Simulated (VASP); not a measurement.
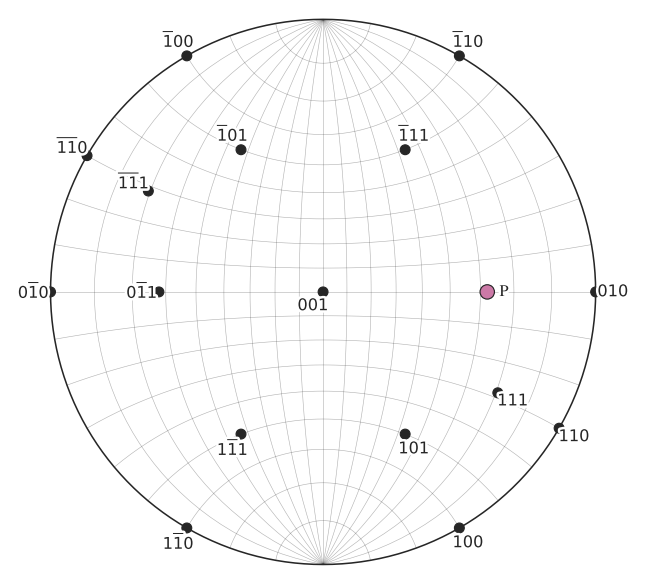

Crystal: ZnS, coordinates from a relaxation with VASP Kohn-Sham DFT of a periodic cell, RPBE with D3, VASP PAW PBE potentials, recommended in VASP 6.6.1. Stereographic projection of plane normals (upper hemisphere) centred on (0 0 1). The drawing is computed from the coordinates (standard cell, symmetry found to 0.002 Å).

a = 3.812 Å, b = 3.812 Å, c = 6.241 Å, α = 90.00°, β = 90.00°, γ = 120.00°.

Index the pole marked P.

P is (0 1 1), in four indices (0 1 −1 1), 62.1° from the centre.

What is the angle between the normals of (−1 −1 0) and (1 0 1), and what are their d_hkl = 1/|g|?

140.0°; d = 1.906 Å and 2.918 Å.
